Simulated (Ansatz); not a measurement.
# Run report: Nb, single-point calculation

The run: single-point calculation of Nb (1 atom in the cell). Method and program: DFT r2SCAN, scalar-relativistic, plane waves, PAW, no spin polarisation (Ansatz 0.2.0).

The structure derives from an entry of the Crystallography Open Database. It belongs to a series of runs on one base structure; here: ratio of the length along z to the lengths across it x 1.5, volume and fractional coordinates fixed. Figures and captions count atoms from 1; the log counts them from 0 in places.

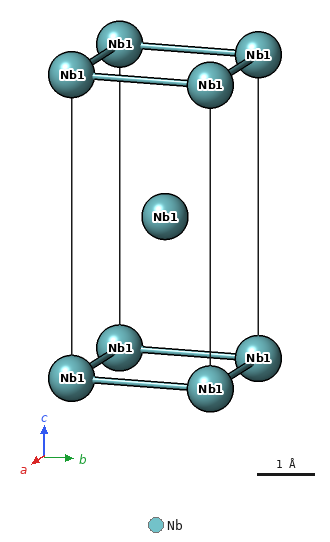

**Figure 1.** The input geometry (ball-and-stick view of the cell 2 times as large as that of the calculation, set on its symmetry axes, seen slightly off an axis; atoms are numbered from 1 in the order of the input). An atom can appear more than once, as a periodic image. Near neighbours in the periodic cell (some may lie outside the picture): Nb has 4 Nb at 2.61 Å.

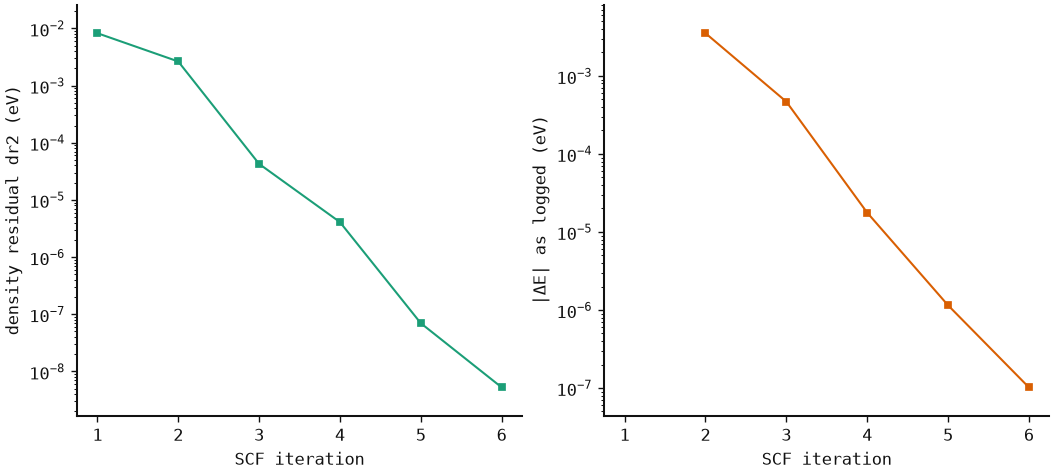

**Figure 2.** Convergence of the self-consistent field: density residual dr2 and size of the energy change against the SCF iteration. The residual falls at every step.

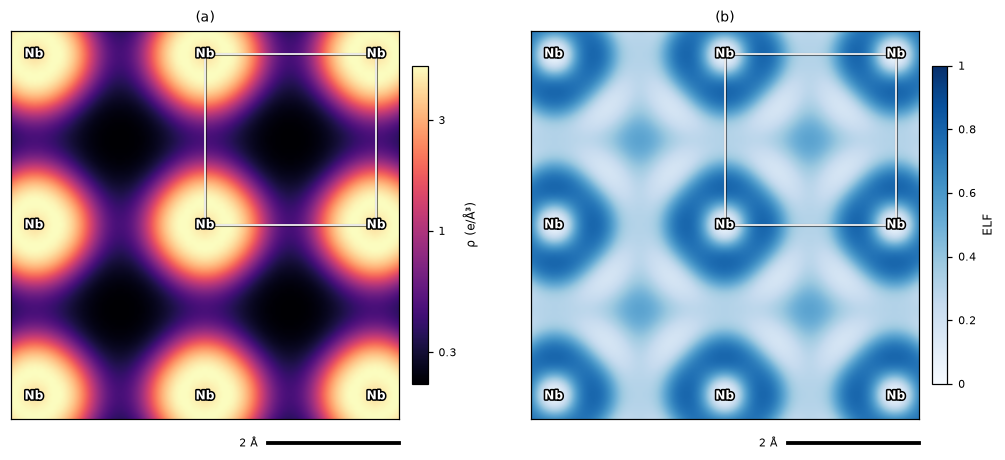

**Figure 3.** (a) valence electron density; (b) ELF on the (001) plane of the conventional cell. The section cuts through Nb sites. Nb–Nb (2.61 Å): the density is about 0.46 e/Å³ at the midpoint; the ELF is about 0.30 at the midpoint; no localised pair between them. Away from the nuclei the density in this plane falls to 0.22 e/Å³ at its lowest.5. The strong features right at Nb lie inside the PAW spheres (semicore, d or f shells) and say nothing about bonding. In a PAW calculation such maps are meaningful between the atoms, not at the nuclei.

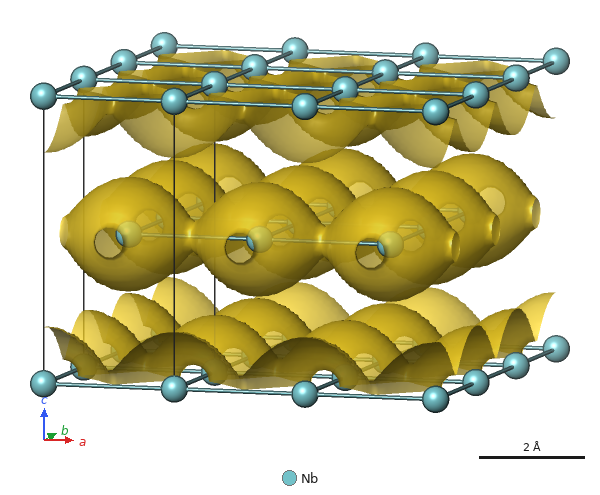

**Figure 4.** Isosurface of the valence electron density at 0.4 e/Å³ (yellow), seen slightly off an axis. Sticks mark near contacts. The outline is the cell set on symmetry axes. At this value the density is joined into sheets; it holds about 75 % of the electrons treated as valence (semicore included). On the grid the lowest density along these lines, outside the cores, is 0.45 e/Å³ (Nb–Nb, 2.61 Å).

The input and output of the run follow.

### The input
```yaml
crystal:
  lattice:
    - [0.0, 1.8476226829, 2.7714340244]
    - [1.8476226829, 0.0, 2.7714340244]
    - [1.8476226829, 1.8476226829, 0.0]
  atoms:
    - { symbol: Nb, position: [0.0, 0.0, 0.0] }
basis:
  ecutwfc: 500
kpoints:
  mp_grid: { grid: [22, 22, 22] }
hamiltonian:
  xc: r2scan
scf:
  occupations: { method: gaussian, width: 0.15 }
output:
  forces: true
  stress: true
  eigenvalues: true
  write_density: true
  write_potential: true
  elf: true
  volumetric_format: npy
```

Launched with:
```bash
ansatz run input.yaml --threads 1 --pin off --max-ram 2560MiB --backend cpu --events-out ev --progress --plain --runs-dir out
```

### The program's output
```
Engine: ansatz 0.2.0, aarch64-unknown-linux-gnu
Pseudopotentials: kind: paw
Pseudopotential: Nb, paw, valence charge 13, recommended cutoff 500 eV (meta_gga), Nb.paw.azcp
Functional definition: r2SCAN
  parameter k0 = 0.174
  parameter k1 = 0.065
  parameter a1 = 4.9479
  exchange = r2scan_x(k0 = k0, k1 = k1, a1 = a1)
  correlation = r2scan_c
Crystal: 1 atoms, lattice volume = 18.922 Å³
Basis set: ecut = 500 eV, 471 PW (Γ), exchange–correlation on 100×100×80 points (64 copies of the dense FFT grid, shifted against one another)
Bands: 11, of which v1, the nominal top of the filled ones, is band 7 counted from 1 (6 counted from 0)
Symmetry: 16 space group operations
Space group: I4/mmm (ITA 139), of the structure as read, at distance tolerance 2.7e-5 Å
k-points: 834 of 10648
Non-local potential: Nb, projectors of the file, l = 0: 3, l = 1: 2, l = 2: 2, l = 3: 1
PAW form: soft (Blöchl's): semilocal exchange-correlation on the pseudo side does not see the compensation charge
PAW frozen core: Nb, regenerated for the run's functional (the file was generated under x = pbe(κ = 0.804, μ = 0.2195149727645171), c = pbe(β = 0.06672455060314922))
PAW one-centre angular grid: Nb, 590 points (default); XC on 160 Gauss nodes
Initial density: superposition of atomic densities (neutral atoms: chi_scale 0, normalization atom), corrected by the library's trained network
Initial wavefunctions: pseudopotential atomic-orbital guess
Functional: x = r2scan, c = r2scan; τ floored in thin density (d = 2e-4 eV/Å³)
SCF iter   1: F=—  HF=-4563.303818 eV  |F-HF|=—  |Δ(HF+E_count)|=         —  Δρ=9.38e-3  dr2=8.24e-3  dr2_τ=1.25e-2  ethr=1.77e-3  ⟨swp⟩=5.0  Hψ=56559  notcnv=0
preconditioner: auto → none  [metal: Δε(μ)=0.001 eV  Ē_g=7.724 eV  σ=0.150 eV  W_gap=0.00  n_scr=2 (ndim 8)  ℏωp=19.1 eV  f_vac=0.000  D(μ)=1.10/eV (n_scr^D=10)  sad-step TF]
SCF iter   2: F=—  HF=-4563.307346 eV  |F-HF|=—  |Δ(HF+E_count)|=   3.53e-3  Δρ=5.42e-3  dr2=2.64e-3  dr2_τ=2.06e-4  ethr=6.34e-5  ⟨swp⟩=1.6  Hψ=17384  notcnv=0
SCF iter   3: F=—  HF=-4563.307814 eV  |F-HF|=—  |Δ(HF+E_count)|=   4.68e-4  Δρ=5.32e-4  dr2=4.27e-5  dr2_τ=4.59e-6  ethr=2.03e-5  ⟨swp⟩=2.5  Hψ=13908  notcnv=0
SCF iter   4: F=—  HF=-4563.307832 eV  |F-HF|=—  |Δ(HF+E_count)|=   1.77e-5  Δρ=1.72e-4  dr2=4.09e-6  dr2_τ=5.04e-7  ethr=3.29e-7  ⟨swp⟩=2.7  Hψ=13752  notcnv=0
iter 5 did not close the SCF: its close was put off for the readings that it lacked (scf_convergence_deferred on its scf_iter line)
SCF iter   5: F=-4563.307833 eV  HF=-4563.307833 eV  |F-HF|=8.19e-8  |Δ(HF+E_count)|=   1.15e-6  Δρ=2.83e-5  dr2=6.98e-8  dr2_τ=1.40e-8  ethr=3.15e-8  ⟨swp⟩=3.0  Hψ=14689  notcnv=0
SCF iter   6: F=-4563.307833 eV  HF=-4563.307833 eV  |F-HF|=1.75e-9  |Δ(HF+E_count)|=   1.02e-7  Δρ=6.17e-6  dr2=5.27e-9  dr2_τ=4.30e-10  ethr=5.37e-10  ⟨swp⟩=5.8  Hψ=50678  notcnv=0
SCF 1 converged in 6 iterations: F = -4563.307833 eV  dr2 = 5.27e-9
  greatest PAW one-centre occupation: 1.000 electrons in one spin orbital (limit 2), on the Nb atom at site 0 (counted from 0), in its partial waves of l = 0
SCF converged after 6 iterations
Free energy (F): -4563.307833 eV
Harris-Foulkes:  -4563.307833 eV  (|F-HF|=1.75e-9)
Internal energy: -4563.295288 eV  (E = F + TS)
E sigma→0 (E₀):  -4563.301560 eV
Entropy (-TS):   -0.012545 eV (-12.545 meV/atom)
Fermi energy:    16.970386 eV
--- Per-component energies (eV) ---
  E_band       = -92.578870
  E_kinetic    = 394.268351
  E_local      = -751.457978  (includes V_loc(G=0)·N_el)
  E_nonlocal   = 120.476200
  E_hartree    = 237.181242
  E_xc         = -169.436530
  E_vxc        = -236.428670  (∫ρ·V_xc dr)
  E_paw        = -3090.589636  (= ΣΔE_a)
  E_vpaw       = -108.712158  (= ΣTr[D̂ρ^β])
  E_aug_tail   = 0.000004  (compensation charges beyond the density's cutoff)
  E_vtau       = 14.911630  (kinetic-family band-sum trace: ∫τ·v_τ [+ j·A + Jᵃ·Aᵃ] dr)
  E_ewald      = -1303.544511
  E_core_change = -0.192431  (= ΣΔE_core)
  E_smearing   = -0.012545  (= −TS)
  E_closure    = -0.000000  (closes the sum)
  Σ components = -4563.307833   (vs F -4563.307833, Δ=0.00e0)
--- Forces (eV/Å), atoms counted from 1 ---
  atom   1  Nb    -0.00000000     0.00000000     0.00000000
  max |Σ_I F_I| component: 2.47e-32 eV/Å
--- Stress (GPa, compression-positive) ---
        9.311098       0.000000       0.000000
        0.000000       9.311098       0.000000
        0.000000       0.000000     -20.948088
  P = ⅓ Tr σ = -0.7753 GPa (-7.753 kbar)
--- Band table (eV; the first three rows and the last of 834) ---
  k-point 0: bands = ["-39.6014", "-14.5345", "-13.7787", "-13.7787", "10.7214", "14.2969", "15.7495", "19.9540", "19.9540", "23.1201", "28.9548"]
  k-point 1: bands = ["-39.5947", "-14.5356", "-13.8258", "-13.7756", "10.8072", "14.3620", "15.7929", "19.7792", "19.9837", "23.0184", "29.1267"]
  k-point 2: bands = ["-39.5752", "-14.5392", "-13.9617", "-13.7665", "11.0548", "14.5424", "15.9312", "19.3274", "20.0705", "22.7339", "29.5480"]
  k-point 833: bands = ["-39.5282", "-15.1656", "-13.8517", "-13.8517", "12.9556", "13.5525", "16.7804", "22.2098", "22.2098", "23.3699", "25.3044"]
```

### Key numbers

| quantity | value |
| --- | --- |
| outcome | converged |
| space group (tolerance 0.01 Å) | I4/mmm (139) |
| electrons treated | 13 |
| free energy | −4563.3078 eV |
| Fermi energy | 16.970 eV |
| gap on the k-point mesh | none (metallic) |
| pressure | −0.78 GPa |
| largest force (length of the vector) | under 0.001 eV/Å |
| hardware | 1 thread of Arm Neoverse V2, 24 GiB of memory available, shared host |
| wall time | 27 s |
| peak memory | 0.51 GiB |
